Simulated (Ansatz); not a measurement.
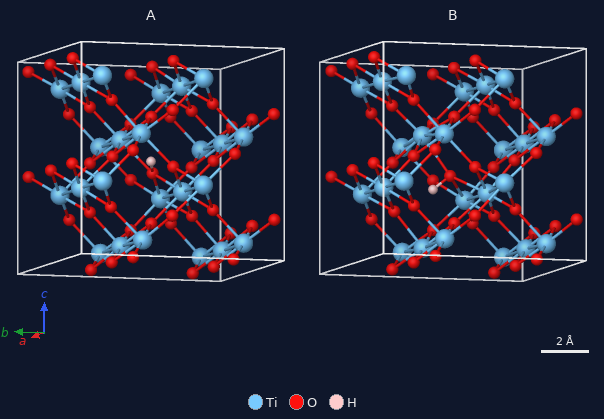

Two geometries of a defect cell of composition Ti24O48H (cell charge −1), drawn at one scale. One is the start of a relaxation, the other its converged end. The picture is a ball-and-stick view of the cell of the calculation, reduced to other axes (origin shifted), seen from a free direction. Lengths and directions refer to the drawn axes.

These are results of DFT, PBEsol, PAW, plane waves (Ansatz 0.2.0), not measurements. (plane-wave cutoff 420 eV; k-point mesh 1 × 1 × 1; mesh shifted by (0.25, 0.25, 0.25); collinear spin; atoms relaxed in a fixed cell; force threshold 0.03 eV/Å; at most 80 steps)

**Which of the two is the end point?**

Structure B is the relaxed one. The atoms of the start lie slightly off their symmetric places, so part of the fall in energy undoes that. The energy falls by 2.863 eV per cell of the calculation in 16 geometry steps. The largest force component goes from 2.7 to 0.0073 eV/Å. The largest move is that of the H atom, 1.66 Å along [2 1 −2]. By element the largest moves are H 1.66 Å, O 0.23 Å, Ti 0.20 Å. The lattice vectors keep their values. Near-neighbour distances that change, for instance: H–Ti 1.893 → 2.496 Å, H–Ti 1.811 → 2.368 Å, H–O 1.237 → 0.995 Å, O–Ti 1.953 → 2.115 Å. Among the angles between lasting bonds that change: Ti–O–H 167.8° → 100.5°, Ti–O–H 68.2° → 100.2°, Ti–O–H 63.2° → 92.0°. The run took 22 s on 1 × NVIDIA GB200 with 8 threads of Arm Neoverse-V2, peak memory 2 GiB.

Limits of the set-up: the cell is charged, on a uniform background, and energies carry no finite-size correction.
